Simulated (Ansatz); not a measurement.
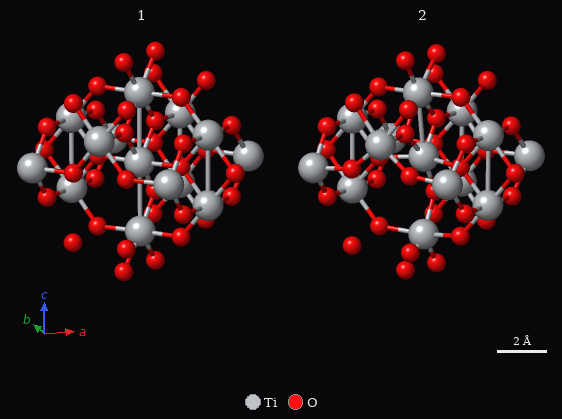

Two geometries of a defect cell of composition Ti23O47, drawn at one scale. One is the start of a relaxation, the other its converged end. A ball-and-stick model of the atoms within 5.0 Å of the atom that moves most (axes of the cell of the calculation (origin shifted)), seen slightly off an axis.

All numbers below come from DFT, PBEsol, PAW, plane waves in Ansatz. Settings: plane-wave cutoff 420 eV; k-point mesh 1 × 1 × 1; mesh shifted by (0.25, 0.25, 0.25); collinear spin; atoms relaxed in a fixed cell; force threshold 0.03 eV/Å; at most 80 steps.

Which of the two is the end point?

Answer. Structure 2 is the relaxed one. A Ti atom moves most: 0.31 Å roughly along [1 1 1]. By element the largest moves are Ti 0.31 Å, O 0.20 Å. The cell doesn't change. Some distances before and after: Ti–Ti 2.907 → 3.275 Å, O–Ti 1.999 → 1.814 Å, O–Ti 1.934 → 1.753 Å, Ti–Ti 2.969 → 2.809 Å. Bond angles that change, for instance: Ti–O–Ti 100.1° → 121.8°, Ti–Ti–O 139.5° → 160.1°, O–Ti–O 178.6° → 158.6°. The energy falls by 4.071 eV per cell of the calculation in 6 geometry steps. The largest force component goes from 4.7 to 0.017 eV/Å. The program noted that the starting moments weren't kept.
